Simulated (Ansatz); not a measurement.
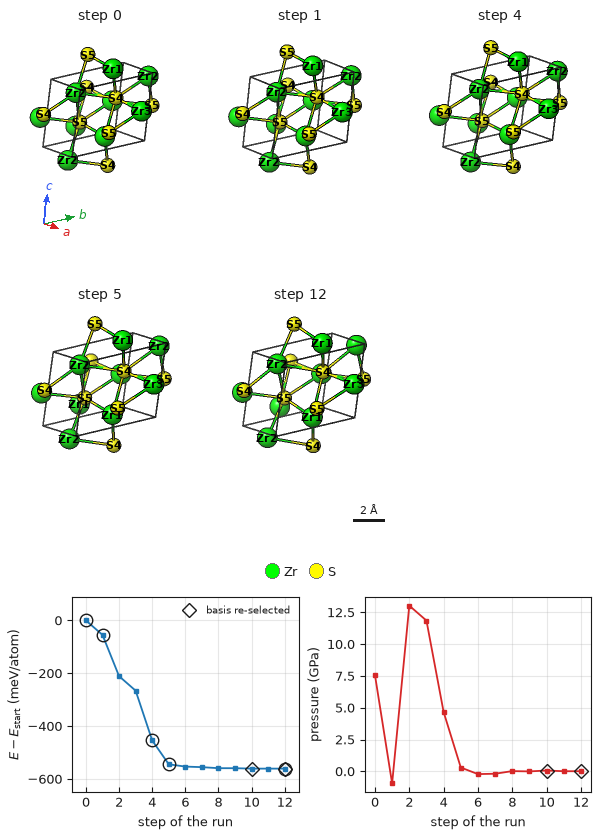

Frames of a relaxation of crystalline Zr₃S₂ (set up in R32), marked on the history of the run. Style: ball-and-stick. Shown: the cell of the calculation, slightly off an axis.

The run lets cell and atoms move.

All numbers below come from Kohn-Sham DFT of a periodic cell, PBEsol, DFT+U, Ansatz PAW (Ansatz).

Input
```yaml
crystal:
  lattice:
    - [2.9025379727, 1.6757810799, 3.4877732718]
    - [-2.9025379727, 1.6757810799, 3.4877732718]
    - [0.0, -3.3515621597, 3.4877732718]
  atoms:
    - { symbol: Zr, position: [0.838727, 0.5, 0.161273] }
    - { symbol: Zr, position: [0.5, 0.161273, 0.838727] }
    - { symbol: Zr, position: [0.161273, 0.838727, 0.5] }
    - { symbol: S, position: [0.665023, 0.665023, 0.665023] }
    - { symbol: S, position: [0.334977, 0.334977, 0.334977] }
hamiltonian:
  xc: pbesol
  pseudopotentials: { kind: paw }
  hubbard: { sites: [{ species: Zr, l: d, u_eff: 8.0 }] }
kpoints:
  mp_grid: { grid: [6, 6, 6] }
scf:
  occupations: { method: fermi_dirac, width: 0.05 }
output:
  forces: true
  stress: true
  eigenvalues: true
  write_density: true
  write_potential: true
  elf: true
  volumetric_format: npy
relax:
  f_tol: 0.01
  max_steps: 40
  cell: { stress_tol: 0.05 }
```

Run as
```bash
ansatz run input.yaml --threads 2 --pin off --max-ram 5632MiB --backend cpu --events-out ev --progress --plain --runs-dir out
```

Describe the path.

After 10 accepted moves (12 points after the start) the energy has fallen by 561 meV per atom. Largest force component: 0.37 eV/Å at the start, 0.0029 eV/Å at the end. Pressure: 7.58 GPa at the start and 0.01 GPa at the end. At 2 points the geometry stayed and the basis and grid were re-selected for the new cell (energy shift of 1.6 meV per atom at most each time). The largest moves relative to the cell, 0.27 Å, are those of Zr1, Zr2 and Zr3. Zr3 goes along [−1 1 0]. Largest moves by element: Zr 0.27 Å, S 0.07 Å. Cell: a = b = c 4.837 → 5.300 Å (+9.6 %), α 73.7° → 72.5°, β 73.7° → 72.5°, γ 73.7° → 72.5°. Volume +29.5 %. Some distances before and after: Zr1–Zr2 3.406 → 4.147 Å, Zr1–Zr2 (another image) 3.488 → 3.907 Å, Zr1–S4 2.617 → 3.026 Å, Zr1–S4 (another image) 2.605 → 2.812 Å. Among the angles between lasting bonds that change: S4–Zr1–S5 137.9° → 149.4°, S4–Zr1–S5 82.6° → 75.4°, S4–Zr1–S4 135.7° → 130.4°. The space group stays R32 (No. 155). The run may lie on a higher electronic state than the lowest, so the end point isn't shown to be the ground-state structure. Cost: 2.2 min on 2 threads of Intel(R) Xeon(R) Platinum 8488C (Sapphire Rapids), with other jobs on the host, peak memory 0.61 GiB. From step 0 to 1: Zr atoms move most (0.09 Å), volume +11.4 %, energy −54.8 meV per atom. From step 1 to 4: S atoms move most (0.03 Å), volume +12.3 %, energy −399 meV per atom. From step 4 to 5: Zr atoms move most (0.18 Å), volume +4.4 %, energy −90.2 meV per atom. From step 5 to 12: Zr atoms move most (0.16 Å), volume −0.9 %, energy −16.4 meV per atom.
